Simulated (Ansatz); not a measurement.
**Ge: density, localisation and related maps**

Input file:

```
crystal:
  lattice:
    - [2.8375026868, -2.8375026868, 0.0]
    - [2.8375026868, 0.0, -2.8375026868]
    - [6.8100064484, 4.540004299, 5.6750053737]
  atoms:
    - { symbol: Ge, position: [0.4500133333, 0.6666666667, 0.5416333333] }
    - { symbol: Ge, position: [0.91668, 0.0, 0.2083] }
    - { symbol: Ge, position: [-0.0166533333, 0.3333333333, 0.8749666667] }
    - { symbol: Ge, position: [0.3500133333, 0.6666666667, 0.7916333333] }
    - { symbol: Ge, position: [0.81668, 1.0, 0.4583] }
    - { symbol: Ge, position: [0.2833466667, 0.3333333333, 0.1249666667] }
basis:
  ecutwfc: 500
kpoints:
  mp_grid: { grid: [10, 10, 4] }
hamiltonian:
  xc: r2scan
scf:
  occupations: { method: gaussian, width: 0.03 }
output:
  forces: true
  stress: true
  eigenvalues: true
  write_density: true
  write_potential: true
  elf: true
  volumetric_format: npy
```

Run with:

```sh
ansatz run input.yaml --threads 2 --pin off --max-ram 5120MiB --backend cpu --events-out ev --progress --plain --runs-dir out
```

Below, planes, directions and counts refer to the conventional cell (a = 4.01 Å, b = 4.01 Å, c = 9.96 Å, α = 85.38°, β = 80.73°, γ = 60.00°).

Space group P-1; not relaxed (largest force 0.9 eV/Å).

All numbers below come from Ansatz 0.2.0, DFT r2SCAN, scalar-relativistic, plane waves, PAW.

In a PAW calculation such maps are meaningful between the atoms, not at the nuclei.

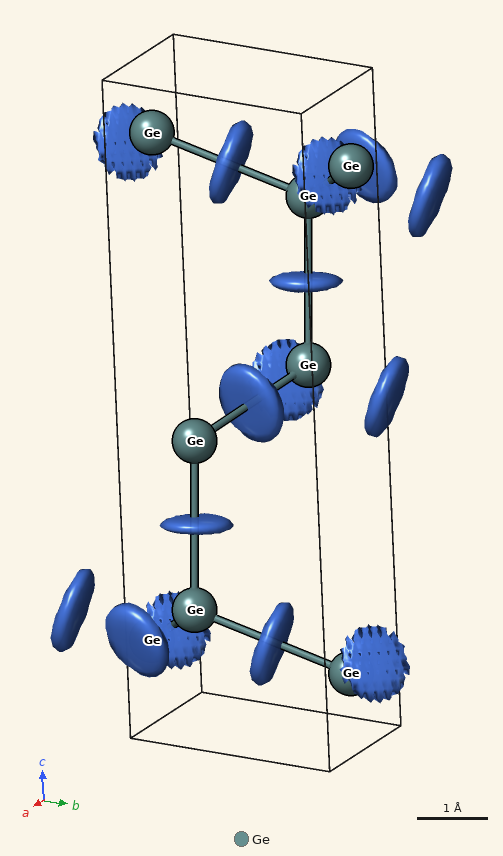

Figure 1. Isosurface of the electron localisation function at 0.7 (blue), seen slightly off an axis. Only the valence region is drawn (cores and ρ < 0.01 e/Å³ removed). Sticks mark near contacts.

Question: Where are the electrons localised?

Answer: The surface consists of eleven regions between bonded Ge–Ge atoms, counted in one cell of 6 atoms. Any copies at cell faces, edges or corners count once. Profiles from the grid: Ge–Ge (2.46 Å): the ELF peaks at about 0.75 between the atoms.

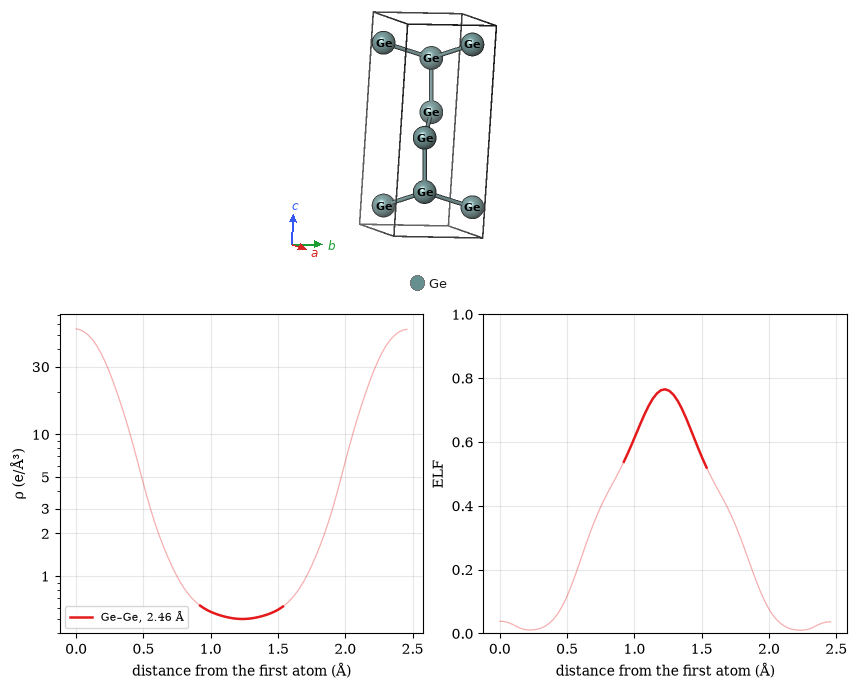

Figure 2. Valence electron density and electron localisation function along straight lines between neighbouring atoms. Thin, pale parts lie inside the atomic spheres. The structure is drawn too.

Question: What can be read from the curves?

Answer: Ge–Ge (2.46 Å): ρ is about 0.5 e/Å³ halfway; the ELF peaks at about 0.75 between the atoms.

Question: Does the calculation make it a metal, or give it a gap?

Answer: It is gapless in this calculation (a metal or semimetal).
